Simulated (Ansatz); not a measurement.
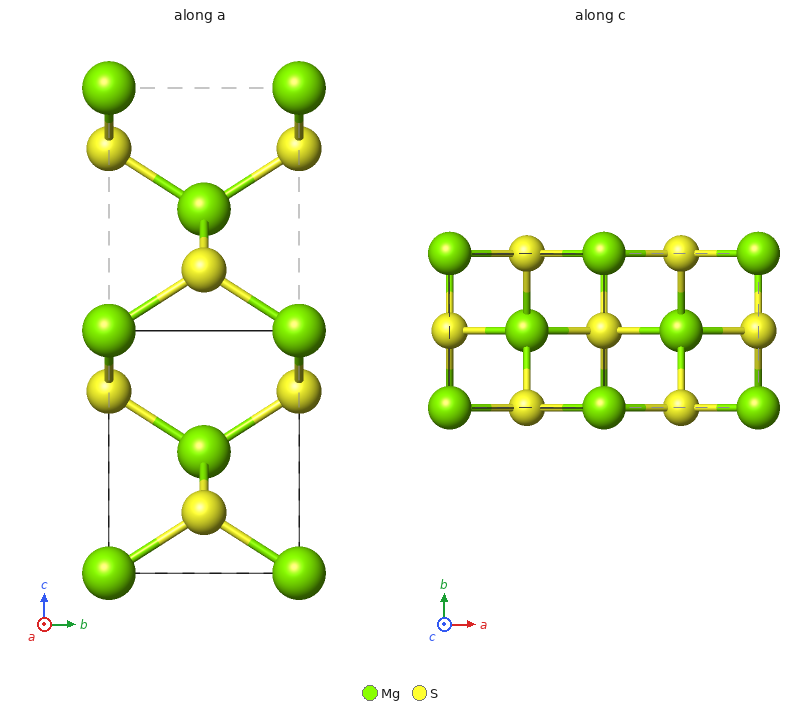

Ball-and-stick representation of a periodic structure, projected along the a axis and along the c axis. One conventional unit cell is drawn solid; the view covers 2×1×2 cells.

MgS, space group I-4m2 (No. 119), a = 4.16 Å, b = 4.16 Å, c = 5.31 Å, α = 90.00°, β = 90.00°, γ = 90.00°.

Run with Ansatz, DFT, r2SCAN, plane waves, PAW and these settings: a cutoff energy of 500 eV, k-points about 0.32 Å⁻¹ apart, no spin polarisation.

Q: What is the band gap, if any?

A: An insulator at this level, with a gap of 3.87 eV, direct.

Q: State the electronic part of the dielectric constant.

A: ε∞ averages 3.8.

It goes back to a structure type filled with these elements by a generator (whether the compound takes this form wasn't checked). The cell was then strained or its atoms displaced on purpose. Ansatz was used for an electronic-structure calculation on it.
